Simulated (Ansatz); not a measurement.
**Geometry relaxation, with input and output: Si12N (part 1 of 4)**

The run: geometry relaxation of Si12N (slab, 26 atoms in the cell). Method and program: DFT PBE, scalar-relativistic, plane waves, PAW, no spin polarisation (Ansatz 0.2.0).

The structure derives from an entry of the Crystallography Open Database. The input holds or restrains some coordinates. It belongs to a series of runs on one base structure; here: 1 N2 a cell, flat, over a bridge Si-Si site.

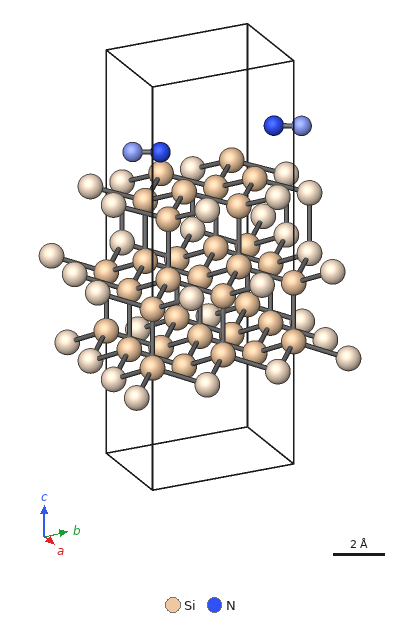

**Figure 1.** The structure as given in the input (ball-and-stick view of the cell of the calculation, with the vacuum cut short, seen slightly off an axis; neighbours outside the cell are drawn fainter).

The input:
```yaml
crystal:
  lattice:
    - [7.7354121523, 0.0, 0.0]
    - [-3.8677060762, 6.6990634327, 0.0]
    - [0.0, 0.0, 25.1054297712]
  atoms:
    - { symbol: Si, position: [0.6666666667, 0.3333333333, 0.3186561661] }
    - { symbol: Si, position: [0.6666666667, 0.8333333333, 0.3186561661] }
    - { symbol: Si, position: [0.1666666667, 0.3333333333, 0.3186561661] }
    - { symbol: Si, position: [0.1666666667, 0.8333333333, 0.3186561661] }
    - { symbol: Si, position: [0.5, 0.5, 0.3501032357] }
    - { symbol: Si, position: [0.5, 0.0, 0.3501032357] }
    - { symbol: Si, position: [0.0, 0.5, 0.3501032357] }
    - { symbol: Si, position: [0.0, 0.0, 0.3501032357] }
    - { symbol: Si, position: [0.0, 0.5, 0.4444444444] }
    - { symbol: Si, position: [0.0, 0.0, 0.4444444444] }
    - { symbol: Si, position: [0.5, 0.5, 0.4444444444] }
    - { symbol: Si, position: [0.5, 0.0, 0.4444444444] }
    - { symbol: Si, position: [0.8333333333, 0.6666666667, 0.4749903105] }
    - { symbol: Si, position: [0.8333333333, 0.1666666667, 0.4749903105] }
    - { symbol: Si, position: [0.3333333333, 0.6666666667, 0.4749903105] }
    - { symbol: Si, position: [0.3333333333, 0.1666666667, 0.4749903105] }
    - { symbol: Si, position: [0.3333333333, 0.6666666667, 0.572207245] }
    - { symbol: Si, position: [0.3333333333, 0.1666666667, 0.572207245] }
    - { symbol: Si, position: [0.8333333333, 0.6666666667, 0.572207245] }
    - { symbol: Si, position: [0.8333333333, 0.1666666667, 0.572207245] }
    - { symbol: Si, position: [0.1666666667, 0.8333333333, 0.5992594466] }
    - { symbol: Si, position: [0.1666666667, 0.3333333333, 0.5992594466] }
    - { symbol: Si, position: [0.6666666667, 0.8333333333, 0.5992594466] }
    - { symbol: Si, position: [0.6666666667, 0.3333333333, 0.5992594466] }
    - { symbol: "N", position: [-0.0833333333, 0.0833333333, 0.6884831732] }
    - { symbol: "N", position: [-0.2014986244, -0.0744843353, 0.6884831732] }
basis:
  ecutwfc: 420
kpoints:
  mp_grid: { grid: [3, 3, 1] }
hamiltonian:
  xc: pbe
scf:
  occupations: { method: gaussian, width: 0.05 }
output:
  forces: true
  eigenvalues: true
  write_density: true
  write_potential: true
  elf: true
  volumetric_format: npy
relax:
  adjacent_minimum: "off"
  f_tol: 0.04
  max_steps: 100
  constraints: [{ sites: [0, 1, 2, 3, 4, 5, 6, 7, 8, 9, 10, 11] }]
efield:
  axis: 3
  dipole_correction: true
  ramp_width: 0.04
```

Launched with:
```bash
ansatz run input.yaml --threads 2 --pin off --max-ram 6144MiB --backend cpu --events-out ev --progress --plain --runs-dir out
```

Output:
```
Engine: ansatz 0.2.0, x86_64-unknown-linux-gnu
Pseudopotentials: kind: paw
Pseudopotential: Si, paw, valence charge 4, recommended cutoff 420 eV (normal), Si.paw.azcp
Pseudopotential: N, paw, valence charge 5, recommended cutoff 420 eV (normal), N.paw.azcp
Functional definition: PBE
  parameter kappa = 0.804
  parameter beta = 0.06672455060314922
  exchange = pbe_x(kappa = kappa, mu = beta*pi^2/3)
  correlation = pbe_c(beta = beta)
Crystal: 26 atoms, lattice volume = 1300.964 Å³
Basis set: ecut = 420 eV, 25361 PW (Γ), exchange–correlation on 108×108×360 points (8 copies of the dense FFT grid, shifted against one another)
Bands: 79, of which v1, the nominal top of the filled ones, is band 53 counted from 1 (52 counted from 0)
Symmetry: 1 space group operations
Space group: P1 (ITA 1), of the structure as read, at distance tolerance 1.1e-4 Å
k-points: 5 of 9 (time reversal used)
Non-local potential: Si, projectors of the file, l = 0: 2, l = 1: 2, l = 2: 2
Non-local potential: N, projectors of the file, l = 0: 2, l = 1: 2, l = 2: 1
PAW form: soft (Blöchl's): semilocal exchange-correlation on the pseudo side does not see the compensation charge
PAW one-centre angular grid: Si, 110 points (default); XC on 64 Gauss nodes
PAW one-centre angular grid: N, 110 points (default); XC on 64 Gauss nodes
Initial density: superposition of atomic densities (neutral atoms: chi_scale 0, normalization atom), corrected by the library's trained network
Initial wavefunctions: pseudopotential atomic-orbital guess
Functional: x = pbe(κ = 0.804, μ = 0.2195149727645171), c = pbe(β = 0.06672455060314922)
SCF iter   1: F=—  HF=-16017.376604 eV  |F-HF|=—  |Δ(HF+E_count)|=         —  Δρ=3.57e-3  dr2=1.35e0  ethr=1.77e-3  p=0.008 e·Å  D=1.06e-3 V/Å  ΔV_dip=-0.03 eV  dr2_dipole=3.82e-1  V_vac-E_F(+/−)=4.92/4.95 eV  ⟨swp⟩=8.8  Hψ=2350  notcnv=0  defer=26
efield: sawtooth ramp at fractional position 0.9836 (placed from the atoms, in the widest stretch of the axis that holds none; the zero of the levels goes with the place), width 0.0400; the density the first Hamiltonian is built on has a dipole p = 0.008 e·Å; the dipole correction subtracts the counter field D = 1.06e-3 V/Å, which shifts the + side's vacuum level by -0.03 eV against the − side's; the planar-averaged density in the ramp window peaks in size at 3.5e-5 e/Å³
preconditioner: auto → LDOS  [metal: Δε(μ)=0.037 eV  Ē_g=7.542 eV  σ=0.050 eV  W_gap=0.36  n_scr=134 (ndim 8)  ℏωp=10.5 eV  f_vac=0.528  D(μ)=12.38/eV (n_scr^D=52)  β→1.0]
SCF iter   2: F=—  HF=-16017.290851 eV  |F-HF|=—  |Δ(HF+E_count)|=   8.58e-2  Δρ=1.67e-3  dr2=1.77e-1  ethr=1.27e-3  p=0.054 e·Å  D=7.57e-3 V/Å  ΔV_dip=-0.19 eV  dr2_dipole=6.31e-2  V_vac-E_F(+/−)=4.68/4.87 eV  ⟨swp⟩=2.0  Hψ=466  notcnv=0  defer=81
SCF iter   3: F=—  HF=-16017.287768 eV  |F-HF|=—  |Δ(HF+E_count)|=   3.08e-3  Δρ=9.41e-4  dr2=6.69e-2  ethr=1.67e-4  p=0.078 e·Å  D=1.08e-2 V/Å  ΔV_dip=-0.27 eV  dr2_dipole=1.66e-2  V_vac-E_F(+/−)=4.62/4.89 eV  ⟨swp⟩=2.0  Hψ=523  notcnv=0  defer=98
SCF iter   4: F=—  HF=-16017.286541 eV  |F-HF|=—  |Δ(HF+E_count)|=   1.23e-3  Δρ=6.68e-4  dr2=1.44e-2  ethr=6.31e-5  p=0.082 e·Å  D=1.14e-2 V/Å  ΔV_dip=-0.29 eV  dr2_dipole=9.31e-4  V_vac-E_F(+/−)=4.58/4.87 eV  ⟨swp⟩=2.0  Hψ=507  notcnv=0  defer=98
SCF iter   5: F=—  HF=-16017.284520 eV  |F-HF|=—  |Δ(HF+E_count)|=   2.02e-3  Δρ=1.93e-4  dr2=1.64e-3  ethr=1.36e-5  p=0.089 e·Å  D=1.23e-2 V/Å  ΔV_dip=-0.31 eV  dr2_dipole=2.20e-4  V_vac-E_F(+/−)=4.55/4.86 eV  ⟨swp⟩=2.0  Hψ=598  notcnv=0  defer=98
SCF iter   6: F=—  HF=-16017.284459 eV  |F-HF|=—  |Δ(HF+E_count)|=   6.12e-5  Δρ=8.49e-5  dr2=3.11e-4  ethr=1.54e-6  p=0.091 e·Å  D=1.26e-2 V/Å  ΔV_dip=-0.32 eV  dr2_dipole=1.03e-4  V_vac-E_F(+/−)=4.54/4.85 eV  ⟨swp⟩=2.0  Hψ=516  notcnv=0  defer=98
SCF iter   7: F=—  HF=-16017.284434 eV  |F-HF|=—  |Δ(HF+E_count)|=   2.49e-5  Δρ=3.20e-5  dr2=4.52e-5  ethr=2.94e-7  p=0.091 e·Å  D=1.26e-2 V/Å  ΔV_dip=-0.32 eV  dr2_dipole=1.33e-5  V_vac-E_F(+/−)=4.54/4.85 eV  ⟨swp⟩=2.0  Hψ=499  notcnv=0  defer=98
SCF iter   8: F=-16017.284447 eV  HF=-16017.284453 eV  |F-HF|=6.43e-6  |Δ(HF+E_count)|=   1.93e-5  Δρ=1.57e-5  dr2=1.15e-5  ethr=3.77e-8  p=0.090 e·Å  D=1.26e-2 V/Å  ΔV_dip=-0.32 eV  dr2_dipole=3.54e-6  V_vac-E_F(+/−)=4.54/4.85 eV  ⟨swp⟩=34.2  Hψ=4638  notcnv=0
SCF 1 converged in 8 iterations: F = -16017.284447 eV  dr2 = 1.15e-5
  Residual-converged pass: ⟨swp⟩=1.0  Hψ=415  notcnv=0  max |occ|·‖R‖ = 7.0e-9 eV (tolerance 1.0e-8 eV)  dr2=1.15e-5  dr2_onsite=8.57e-8  max |Δocc| = 2.1e-10
  greatest PAW one-centre occupation: 0.856 electrons in one spin orbital (limit 2), on the N atom at site 24 (counted from 0), in its partial waves of l = 0
relax step   1: F+E_penalty+E_count = -16017.28444650 eV  Δ(F+E_penalty+E_count) = +0.000e0 eV  max|allowed force component| = 2.531e0 eV/Å  Δτ_max = 0.0000 Å  (8 SCF iters, dr2 threshold 4.00e-5 eV, accepted)
Initial density: handed on by an earlier stage of this run
Initial wavefunctions: those handed on with the density
iter 1 solved again at ethr=3.02e-4 eV; its pass at ethr=3.10e-3 eV (dr2=3.21e-1 eV) is discarded
SCF iter   1: F=—  HF=-16017.530678 eV  |F-HF|=—  |Δ(HF+E_count)|=         —  Δρ=6.98e-3  dr2=3.24e-1  ethr=3.02e-4  p=0.090 e·Å  D=1.26e-2 V/Å  ΔV_dip=-0.32 eV  dr2_dipole=4.61e-2  V_vac-E_F(+/−)=4.55/4.86 eV  ⟨swp⟩=1.6  Hψ=1616  notcnv=0  defer=90
efield: sawtooth ramp at fractional position 0.9836 (handed on by an earlier solve), width 0.0400; the density the first Hamiltonian is built on has a dipole p = 0.090 e·Å; the dipole correction subtracts the counter field D = 1.26e-2 V/Å, which shifts the + side's vacuum level by -0.32 eV against the − side's; the planar-averaged density in the ramp window peaks in size at 2.5e-7 e/Å³
preconditioner: auto → LDOS  [insulator: Δε(μ)=0.066 eV  Ē_g=7.510 eV  σ=0.050 eV  W_gap=0.64  n_scr=134 (ndim 8)  ℏωp=10.5 eV  f_vac=0.529  D(μ)=14.78/eV (n_scr^D=64)  ε∞_Penn≈3.0  β→1.0]
SCF iter   2: F=—  HF=-16017.495605 eV  |F-HF|=—  |Δ(HF+E_count)|=   3.51e-2  Δρ=2.88e-3  dr2=8.89e-2  ethr=3.02e-4  p=0.029 e·Å  D=4.00e-3 V/Å  ΔV_dip=-0.10 eV  dr2_dipole=3.42e-3  V_vac-E_F(+/−)=4.75/4.85 eV  ⟨swp⟩=3.0  Hψ=613  notcnv=0  defer=90
SCF iter   3: F=—  HF=-16017.469667 eV  |F-HF|=—  |Δ(HF+E_count)|=   2.59e-2  Δρ=5.42e-4  dr2=4.92e-3  ethr=8.38e-5  p=0.050 e·Å  D=6.98e-3 V/Å  ΔV_dip=-0.18 eV  dr2_dipole=5.40e-5  V_vac-E_F(+/−)=4.67/4.85 eV  ⟨swp⟩=2.4  Hψ=748  notcnv=0  defer=92
SCF iter   4: F=—  HF=-16017.469060 eV  |F-HF|=—  |Δ(HF+E_count)|=   6.06e-4  Δρ=1.66e-4  dr2=3.97e-4  ethr=4.64e-6  p=0.047 e·Å  D=6.50e-3 V/Å  ΔV_dip=-0.16 eV  dr2_dipole=1.83e-6  V_vac-E_F(+/−)=4.69/4.85 eV  ⟨swp⟩=2.0  Hψ=498  notcnv=0  defer=92
SCF iter   5: F=—  HF=-16017.469129 eV  |F-HF|=—  |Δ(HF+E_count)|=   6.85e-5  Δρ=7.61e-5  dr2=1.31e-4  ethr=3.75e-7  p=0.046 e·Å  D=6.39e-3 V/Å  ΔV_dip=-0.16 eV  dr2_dipole=1.14e-6  V_vac-E_F(+/−)=4.69/4.85 eV  ⟨swp⟩=2.0  Hψ=545  notcnv=0  defer=92
SCF iter   6: F=-16017.469113 eV  HF=-16017.469122 eV  |F-HF|=9.05e-6  |Δ(HF+E_count)|=   6.61e-6  Δρ=2.72e-5  dr2=2.35e-5  ethr=9.43e-8  p=0.046 e·Å  D=6.34e-3 V/Å  ΔV_dip=-0.16 eV  dr2_dipole=1.15e-7  V_vac-E_F(+/−)=4.69/4.85 eV  ⟨swp⟩=27.2  Hψ=4475  notcnv=0
SCF 2 converged in 6 iterations: F = -16017.469113 eV  dr2 = 2.35e-5
  greatest PAW one-centre occupation: 0.852 electrons in one spin orbital (limit 2), on the N atom at site 24 (counted from 0), in its partial waves of l = 0
relax step   2: F+E_penalty+E_count = -16017.46911307 eV  Δ(F+E_penalty+E_count) = -1.847e-1 eV  max|allowed force component| = 2.226e0 eV/Å  Δτ_max = 0.1949 Å  (6 SCF iters, dr2 threshold 1.00e-4 eV, accepted)
[... from here on the SCF iterations and repeated set-up lines of each step are left out, up to the last step ...]
SCF 3 converged in 6 iterations: F = -16017.475195 eV  dr2 = 1.63e-5
relax step   3: F+E_penalty+E_count = -16017.47519548 eV  Δ(F+E_penalty+E_count) = -6.082e-3 eV  max|allowed force component| = 3.328e0 eV/Å  Δτ_max = 0.1948 Å  (6 SCF iters, dr2 threshold 1.00e-4 eV, accepted)
SCF 4 converged in 6 iterations: F = -16017.612068 eV  dr2 = 3.75e-5
relax step   4: F+E_penalty+E_count = -16017.61206816 eV  Δ(F+E_penalty+E_count) = -1.369e-1 eV  max|allowed force component| = 9.928e-1 eV/Å  Δτ_max = 0.2000 Å  (6 SCF iters, dr2 threshold 1.00e-4 eV, accepted)
SCF 5 converged in 6 iterations: F = -16017.663341 eV  dr2 = 1.33e-5
relax step   5: F+E_penalty+E_count = -16017.66334104 eV  Δ(F+E_penalty+E_count) = -5.127e-2 eV  max|allowed force component| = 2.204e-1 eV/Å  Δτ_max = 0.2000 Å  (6 SCF iters, dr2 threshold 8.77e-5 eV, accepted)
SCF 6 converged in 7 iterations: F = -16017.689789 eV  dr2 = 1.48e-6
relax step   6: F+E_penalty+E_count = -16017.68978945 eV  Δ(F+E_penalty+E_count) = -2.645e-2 eV  max|allowed force component| = 1.795e-1 eV/Å  Δτ_max = 0.2000 Å  (7 SCF iters, dr2 threshold 3.04e-6 eV, accepted)
SCF 7 converged in 8 iterations: F = -16017.726626 eV  dr2 = 4.04e-7
relax step   7: F+E_penalty+E_count = -16017.72662576 eV  Δ(F+E_penalty+E_count) = -3.684e-2 eV  max|allowed force component| = 3.407e-1 eV/Å  Δτ_max = 0.1951 Å  (8 SCF iters, dr2 threshold 2.01e-6 eV, accepted)
SCF 8 converged in 6 iterations: F = -16017.745072 eV  dr2 = 2.11e-5
relax step   8: F+E_penalty+E_count = -16017.74507183 eV  Δ(F+E_penalty+E_count) = -1.845e-2 eV  max|allowed force component| = 6.250e-1 eV/Å  Δτ_max = 0.1957 Å  (6 SCF iters, dr2 threshold 7.69e-5 eV, accepted)
SCF 9 converged in 6 iterations: F = -16017.762707 eV  dr2 = 1.36e-5
relax step   9: F+E_penalty+E_count = -16017.76270680 eV  Δ(F+E_penalty+E_count) = -1.763e-2 eV  max|allowed force component| = 2.361e-1 eV/Å  Δτ_max = 0.2000 Å  (6 SCF iters, dr2 threshold 1.00e-4 eV, accepted)
SCF 10 converged in 8 iterations: F = -16017.774829 eV  dr2 = 1.42e-6
relax step  10: F+E_penalty+E_count = -16017.77482937 eV  Δ(F+E_penalty+E_count) = -1.212e-2 eV  max|allowed force component| = 7.310e-2 eV/Å  Δτ_max = 0.2000 Å  (8 SCF iters, dr2 threshold 7.96e-6 eV, accepted)
SCF 11 converged in 11 iterations: F = -16017.786695 eV  dr2 = 5.86e-8
relax step  11: F+E_penalty+E_count = -16017.78669538 eV  Δ(F+E_penalty+E_count) = -1.187e-2 eV  max|allowed force component| = 1.630e-1 eV/Å  Δτ_max = 0.1971 Å  (11 SCF iters, accepted)
SCF 12 converged in 9 iterations: F = -16017.790096 eV  dr2 = 1.12e-6
relax step  12: F+E_penalty+E_count = -16017.79009640 eV  Δ(F+E_penalty+E_count) = -3.401e-3 eV  max|allowed force component| = 1.442e-1 eV/Å  Δτ_max = 0.1972 Å  (9 SCF iters, dr2 threshold 2.55e-6 eV, accepted)
SCF 13 converged in 7 iterations: F = -16017.797936 eV  dr2 = 5.41e-6
relax step  13: F+E_penalty+E_count = -16017.79793573 eV  Δ(F+E_penalty+E_count) = -7.839e-3 eV  max|allowed force component| = 5.455e-1 eV/Å  Δτ_max = 0.1744 Å  (7 SCF iters, dr2 threshold 1.63e-5 eV, accepted)
SCF 14 converged in 7 iterations: F = -16017.805903 eV  dr2 = 3.37e-6
relax step  14: F+E_penalty+E_count = -16017.80590319 eV  Δ(F+E_penalty+E_count) = -7.967e-3 eV  max|allowed force component| = 2.270e-1 eV/Å  Δτ_max = 0.1016 Å  (7 SCF iters, dr2 threshold 1.00e-4 eV, accepted)
SCF 15 converged in 8 iterations: F = -16017.808551 eV  dr2 = 1.43e-6
relax step  15: F+E_penalty+E_count = -16017.80855073 eV  Δ(F+E_penalty+E_count) = -2.648e-3 eV  max|allowed force component| = 1.031e-1 eV/Å  Δτ_max = 0.1962 Å  (8 SCF iters, dr2 threshold 8.92e-6 eV, accepted)
SCF 16 converged in 8 iterations: F = -16017.811626 eV  dr2 = 1.37e-7
relax step  16: F+E_penalty+E_count = -16017.81162554 eV  Δ(F+E_penalty+E_count) = -3.075e-3 eV  max|allowed force component| = 2.648e-1 eV/Å  Δτ_max = 0.2000 Å  (8 SCF iters, dr2 threshold 1.84e-6 eV, accepted)
SCF 17 converged in 6 iterations: F = -16017.813213 eV  dr2 = 9.95e-6
relax step  17: F+E_penalty+E_count = -16017.81321281 eV  Δ(F+E_penalty+E_count) = -1.587e-3 eV  max|allowed force component| = 4.388e-2 eV/Å  Δτ_max = 0.0586 Å  (6 SCF iters, dr2 threshold 1.45e-5 eV, accepted)
SCF iter   1: F=—  HF=-16017.819307 eV  |F-HF|=—  |Δ(HF+E_count)|=         —  Δρ=2.38e-3  dr2=3.26e-2  ethr=3.94e-4  p=-0.001 e·Å  D=-1.38e-4 V/Å  ΔV_dip=0.00 eV  dr2_dipole=1.44e-3  V_vac-E_F(+/−)=4.78/4.77 eV  ⟨swp⟩=3.0  Hψ=836  notcnv=0  defer=88
efield: sawtooth ramp at fractional position 0.9836 (handed on by an earlier solve), width 0.0400; the density the first Hamiltonian is built on has a dipole p = -0.001 e·Å; the dipole correction subtracts the counter field D = -1.38e-4 V/Å, which shifts the + side's vacuum level by +0.00 eV against the − side's; the planar-averaged density in the ramp window peaks in size at 2.7e-7 e/Å³
preconditioner: auto → LDOS  [metal: Δε(μ)=0.041 eV  Ē_g=7.507 eV  σ=0.050 eV  W_gap=0.42  n_scr=134 (ndim 8)  ℏωp=10.5 eV  f_vac=0.517  D(μ)=11.26/eV (n_scr^D=52)  β→1.0]
SCF iter   2: F=—  HF=-16017.815577 eV  |F-HF|=—  |Δ(HF+E_count)|=   3.73e-3  Δρ=7.90e-4  dr2=7.50e-3  ethr=3.07e-5  p=0.001 e·Å  D=1.38e-4 V/Å  ΔV_dip=-0.00 eV  dr2_dipole=1.12e-3  V_vac-E_F(+/−)=4.77/4.78 eV  ⟨swp⟩=2.0  Hψ=580  notcnv=0  defer=88
SCF iter   3: F=—  HF=-16017.813994 eV  |F-HF|=—  |Δ(HF+E_count)|=   1.58e-3  Δρ=3.26e-4  dr2=1.73e-3  ethr=7.08e-6  p=0.002 e·Å  D=2.14e-4 V/Å  ΔV_dip=-0.01 eV  dr2_dipole=3.96e-5  V_vac-E_F(+/−)=4.77/4.78 eV  ⟨swp⟩=2.0  Hψ=433  notcnv=0  defer=88
SCF iter   4: F=—  HF=-16017.814009 eV  |F-HF|=—  |Δ(HF+E_count)|=   1.56e-5  Δρ=3.43e-4  dr2=1.72e-3  ethr=1.63e-6  p=-0.002 e·Å  D=-3.33e-4 V/Å  ΔV_dip=0.01 eV  dr2_dipole=1.28e-5  V_vac-E_F(+/−)=4.78/4.78 eV  ⟨swp⟩=3.0  Hψ=445  notcnv=0  defer=88
SCF iter   5: F=—  HF=-16017.813744 eV  |F-HF|=—  |Δ(HF+E_count)|=   2.66e-4  Δρ=1.56e-4  dr2=3.62e-4  ethr=1.63e-6  p=-0.001 e·Å  D=-1.25e-4 V/Å  ΔV_dip=0.00 eV  dr2_dipole=1.44e-8  V_vac-E_F(+/−)=4.78/4.78 eV  ⟨swp⟩=2.0  Hψ=432  notcnv=0  defer=88
SCF iter   6: F=—  HF=-16017.813678 eV  |F-HF|=—  |Δ(HF+E_count)|=   6.53e-5  Δρ=4.08e-5  dr2=2.53e-5  ethr=3.42e-7  p=-0.000 e·Å  D=-1.89e-5 V/Å  ΔV_dip=0.00 eV  dr2_dipole=6.23e-9  V_vac-E_F(+/−)=4.78/4.78 eV  ⟨swp⟩=2.0  Hψ=504  notcnv=0  defer=88
SCF iter   7: F=—  HF=-16017.813531 eV  |F-HF|=—  |Δ(HF+E_count)|=   1.47e-4  Δρ=5.74e-6  dr2=5.22e-7  ethr=2.38e-8  p=0.000 e·Å  D=7.45e-6 V/Å  ΔV_dip=-0.00 eV  dr2_dipole=1.51e-8  V_vac-E_F(+/−)=4.78/4.78 eV  ⟨swp⟩=2.0  Hψ=482  notcnv=0  defer=88
SCF iter   8: F=-16017.813531 eV  HF=-16017.813531 eV  |F-HF|=2.38e-8  |Δ(HF+E_count)|=   2.74e-8  Δρ=1.00e-6  dr2=3.80e-8  ethr=9.43e-11  p=0.000 e·Å  D=1.11e-5 V/Å  ΔV_dip=-0.00 eV  dr2_dipole=6.75e-9  V_vac-E_F(+/−)=4.78/4.78 eV  ⟨swp⟩=21.8  Hψ=3708  notcnv=0
SCF 18 converged in 8 iterations: F = -16017.813531 eV  dr2 = 3.80e-8
relax step  18: F+E_penalty+E_count = -16017.81353112 eV  Δ(F+E_penalty+E_count) = -3.183e-4 eV  max|allowed force component| = 2.701e-2 eV/Å  Δτ_max = 0.0455 Å  (8 SCF iters, accepted)
```
